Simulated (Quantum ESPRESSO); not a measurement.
**CdS (Hawleyite): the optical phonon under strain**

Aim: the phonon deformation potentials p and q of CdS (Hawleyite), tested on a biaxially strained cell.

Program: Quantum ESPRESSO 7.5. Level of theory: DFT LDA, scalar-relativistic, plane waves, GBRV ultrasoft pseudopotentials. Results are calculated unless marked as measured.

## Step 1: The relaxed structure

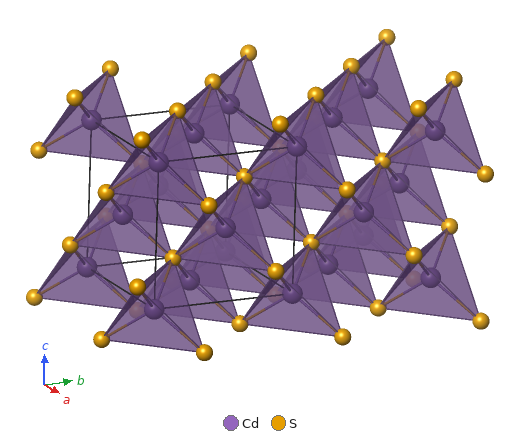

Start, viewed slightly off an axis; cadmium purple, sulfur orange. 1×2×1 cells are drawn. This picture shows the conventional cell, with its axes. Some periodic images of atoms are drawn too.

Coordinates:

```cif
data_structure
_symmetry_space_group_name_H-M 'P 1'
_symmetry_Int_Tables_number 1
_cell_length_a 4.0649
_cell_length_b 4.0649
_cell_length_c 4.0649
_cell_angle_alpha 60.000
_cell_angle_beta 60.000
_cell_angle_gamma 60.000
_cell_volume 47.49
loop_
_atom_site_label
_atom_site_type_symbol
_atom_site_fract_x
_atom_site_fract_y
_atom_site_fract_z
_atom_site_occupancy
Cd1 Cd 0.00000 0.00000 0.00000 1
S2 S 0.25000 0.25000 0.25000 1
```

This is the cell after its relaxation at this level of theory, not the database cell from which that began.

## Step 2: Uniaxial strain

The relaxed cell is stretched along z alone. This keeps all atoms on sites fixed by symmetry and splits the threefold mode into a singlet, polarised along z, and a doublet. The macroscopic field is left out, so these are transverse modes. Cutoff 50 Ry, k mesh 8×8×8.

From the response at ε_zz = 0.01:

The log of the run:

```text
[banners, grids, parts of the stress and lines that vanish by symmetry left out]
Program PHONON v.7.5
     Reading xml data from directory:

[...]
Exchange-correlation= PZ
                           (   1   1   0   0   0   0   0)
[...]
kinetic-energy cut-off    =      50.0000  Ry
     charge density cut-off    =     400.0000  Ry
     convergence threshold     =      1.0E-18
[...]
Exchange-correlation= PZ
                           (   1   1   0   0   0   0   0)
[...]
q = (   0.0000000   0.0000000   0.0000000 )
      9 Sym.Ops. (with q -> -q+G )
     G cutoff =  603.8668  (  43847 G-vectors)     FFT grid: ( 50, 50, 50)
     G cutoff =  301.9334  (  15465 G-vectors)  smooth grid: ( 36, 36, 36)
     number of k points=    59
[...]
Mode symmetry, D_2d (-42m) point group:
[...]
Representation #   1 mode #   1
[...]
End of self-consistent calculation
     Convergence has been achieved
     Representation #   2 mode #   2
[...]
End of self-consistent calculation
     Convergence has been achieved
     Representation #   3 modes #   3   4
[...]
End of self-consistent calculation
     Convergence has been achieved
     Representation #   4 modes #   5   6
[...]
End of self-consistent calculation
     Convergence has been achieved
[...]
q = (    0.000000000   0.000000000   0.000000000 )
[...]
freq (    1) =      -0.209925 [THz] =      -7.002347 [cm-1]
     freq (    2) =      -0.186829 [THz] =      -6.231952 [cm-1]
     freq (    3) =      -0.186829 [THz] =      -6.231952 [cm-1]
     freq (    4) =       7.285884 [THz] =     243.030921 [cm-1]
     freq (    5) =       7.285884 [THz] =     243.030921 [cm-1]
     freq (    6) =       7.356838 [THz] =     245.397700 [cm-1]
[...]
Mode symmetry, D_2d (-42m) point group:
     freq (   1-   1) =         -7.0  [cm-1]   --> B_2  X_3  W_2   I+R
     freq (   2-   3) =         -6.2  [cm-1]   --> E    X_5  W_3   I+R
     freq (   4-   5) =        243.0  [cm-1]   --> E    X_5  W_3   I+R
     freq (   6-   6) =        245.4  [cm-1]   --> B_2  X_3  W_2   I+R

   JOB DONE.
```

| ε_zz | singlet (cm⁻¹) | doublet (cm⁻¹) | σ_zz (GPa) | σ_xx (GPa) |
| --- | --- | --- | --- | --- |
| -0.01 | 251.04 | 253.63 | -1.138 | -0.955 |
| -0.005 | 249.69 | 250.95 | -0.715 | -0.619 |
| 0 | 248.28 | 248.28 | -0.293 | -0.293 |
| 0.005 | 246.86 | 245.64 | 0.124 | 0.023 |
| 0.01 | 245.40 | 243.03 | 0.536 | 0.329 |

Stress is counted positive in tension.

## Step 3: The fit

To first order ω² − ω₀² = p ε_zz + q (ε_xx + ε_yy) for the mode along z, and likewise for x and y. With ε_zz alone the singlet gives p and the doublet q.

The linear terms of parabolas through ω² are p = -2.27 ω₀² and q = -4.27 ω₀², with ω₀ = 248.3 cm⁻¹. Those of the stresses are C11 = 84 GPa and C12 = 64 GPa. Under hydrostatic strain p and q imply γ = −(p + 2q)/(6 ω₀²) = 1.80.

A layer held to an in-plane strain ε and free along z takes ε_zz = −2 (C12/C11) ε = -1.533 ε. To first order the singlet then shifts by (q − p C12/C11) ε / ω₀ = -628 ε cm⁻¹. For ε = 0.004, ε_zz = -0.00613, the formulas for ω² predict 245.75 cm⁻¹ for the singlet and 248.28 cm⁻¹ for the doublet.

## Step 4: A biaxially strained cell

This run was no part of the fit.

The log of the run:

```text
[banners, grids, parts of the stress and lines that vanish by symmetry left out]
[banner, memory and clock lines left out]
Program PHONON v.7.5

[...]
Exchange-correlation= PZ
                           (   1   1   0   0   0   0   0)
[...]
kinetic-energy cut-off    =      50.0000  Ry
     charge density cut-off    =     400.0000  Ry
     convergence threshold     =      1.0E-18
[...]
Exchange-correlation= PZ
                           (   1   1   0   0   0   0   0)
[...]
q = (   0.0000000   0.0000000   0.0000000 )
      9 Sym.Ops. (with q -> -q+G )
     G cutoff =  596.6009  (  43439 G-vectors)     FFT grid: ( 50, 50, 50)
     G cutoff =  298.3005  (  15385 G-vectors)  smooth grid: ( 36, 36, 36)
     number of k points=    59
[...]
Mode symmetry, D_2d (-42m) point group:
[...]
Representation #   1 mode #   1
[...]
End of self-consistent calculation
     Convergence has been achieved
     Representation #   2 mode #   2
[...]
End of self-consistent calculation
     Convergence has been achieved
     Representation #   3 modes #   3   4
[...]
End of self-consistent calculation
     Convergence has been achieved
     Representation #   4 modes #   5   6
[...]
End of self-consistent calculation
     Convergence has been achieved
[...]
q = (    0.000000000   0.000000000   0.000000000 )
[...]
freq (    1) =      -0.203803 [THz] =      -6.798149 [cm-1]
     freq (    2) =      -0.203583 [THz] =      -6.790787 [cm-1]
     freq (    3) =      -0.203583 [THz] =      -6.790787 [cm-1]
     freq (    4) =       7.368471 [THz] =     245.785752 [cm-1]
     freq (    5) =       7.442193 [THz] =     248.244830 [cm-1]
     freq (    6) =       7.442193 [THz] =     248.244830 [cm-1]
[...]
Mode symmetry, D_2d (-42m) point group:
     freq (   1-   1) =         -6.8  [cm-1]   --> B_2  X_3  W_2   I+R
     freq (   2-   3) =         -6.8  [cm-1]   --> E    X_5  W_3   I+R
     freq (   4-   4) =        245.8  [cm-1]   --> B_2  X_3  W_2   I+R
     freq (   5-   6) =        248.2  [cm-1]   --> E    X_5  W_3   I+R
```

| mode | predicted (cm⁻¹) | run (cm⁻¹) |
| --- | --- | --- |
| singlet | 245.75 | 245.79 |
| doublet | 248.28 | 248.24 |

The stress along z is -0.290 GPa and that in the plane -0.096 GPa; the unstrained cell carries -0.293 GPa.

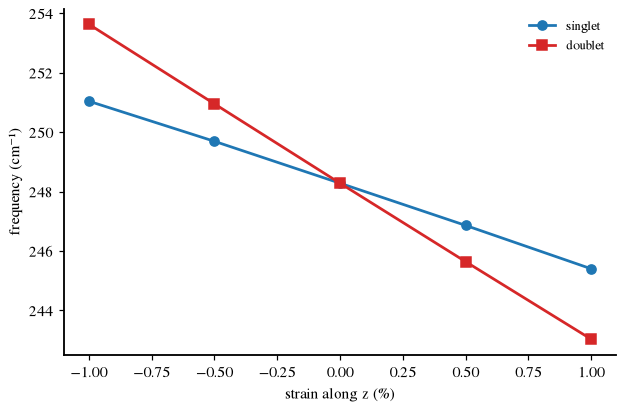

The two components under uniaxial strain.

## Step 5: Summary of results

```json
{
  "p (in units of the squared frequency)": "-2.273",
  "q (same units)": "-4.272",
  "shift of the singlet per unit of biaxial strain": "-628 cm⁻¹",
  "C11 and C12": "84 and 64 GPa"
}
```

**Reading.** To first order, one per cent of tensile biaxial strain moves the singlet of CdS (Hawleyite) by -6.3 cm⁻¹ and the doublet by 0.0 cm⁻¹; the formulas miss the test run by up to 0.04 cm⁻¹. In backscattering from (001) the mode polarised along z is the one seen in diamond and zinc-blende crystals; in a polar crystal it is the LO mode, whose potentials differ somewhat from these. The third potential, r, needs shear strain and a relaxation of the atoms, which was not run. These are harmonic values at zero temperature.

[Host names and launcher messages were left out of these logs when they were recorded.]

[Logs are printed without paths, hosts, clocks, repeated set-up lines and the standing remarks that a program may print on its own settings, such as how far it seeks lower states.]

[Hosts, paths, dates, database ids (printed as entryN), source tags and the programs' standing remarks are cut or masked in the printed files.]
